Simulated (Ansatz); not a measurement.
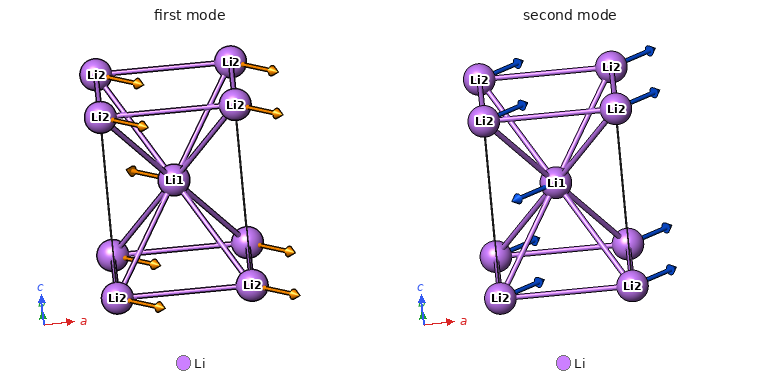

The system is Li (Fm-3m, No. 225; 2 atoms in the cell); the picture shows the reference structure; its two panels give the patterns of the first and the second mode as arrows. 
- The energy is mapped over two normal modes frozen in (zone-centre modes of the 2-atom cell of this scan, which folds in the wave vector (0, 1/2, 1/2) of the primitive cell).
- First axis: amplitude of mode 4 (255 cm⁻¹), largest displacement. Second axis: amplitude of mode 5 (255 cm⁻¹), largest displacement.
- Nothing is relaxed (the cell and all other modes fixed).
- Grid: 9 × 9 points; 15 points were computed and 66 follow by symmetry.
- Points are written as (first, second).
- All energies are given in meV per cell relative to the lowest grid point.
- All numbers below come from DFT PBEsol+D3(BJ), scalar-relativistic, plane waves, PAW (Ansatz 0.2.0). Settings: cutoff 520 eV, k-mesh 16×16×10 in the order of the run's cell vectors, gaussian smearing 0.15 eV, no spin polarisation.

Its coordinates:

```xyz
2
Lattice="0.0000 -2.0955 -2.0955 0.0000 2.0955 -2.0955 4.1910 0.0000 0.0000" Properties=species:S:1:pos:R:3 pbc="T T T"
Li    2.0955    0.0000   -2.0955
Li    0.0000    0.0000    0.0000
```

Range: amplitude of mode 4 (255 cm⁻¹), largest displacement from −0.425 to 0.425 Å; amplitude of mode 5 (255 cm⁻¹), largest displacement from −0.425 to 0.425 Å.

**What landscape does the calculation give?**

The lowest grid point is at (0.000 Å, 0.000 Å). No other kind of well shows on this grid. The highest grid point, (−0.425 Å, −0.425 Å), lies 334 meV above the lowest.

```tsv
second ↓, first →	−0.425	−0.319	−0.212	−0.106	0.000	0.106	0.212	0.319	0.425
0.425	334	307	292	286	284	286	292	307	334
0.319	307	242	197	172	164	172	197	242	307
0.212	292	197	128	87	74	87	128	197	292
0.106	286	172	87	36	19	36	87	172	286
0.000	284	164	74	19	0	19	74	164	284
−0.106	286	172	87	36	19	36	87	172	286
−0.212	292	197	128	87	74	87	128	197	292
−0.319	307	242	197	172	164	172	197	242	307
−0.425	334	307	292	286	284	286	292	307	334
```

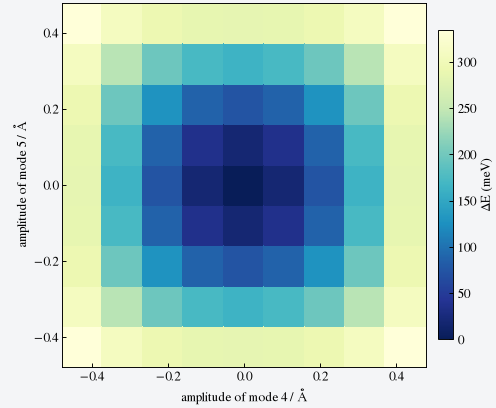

Drawn: one coloured cell a grid point.

The whole map (15 points run) took 4.7 min on 1 thread of Arm Neoverse N1, with other jobs on the host.
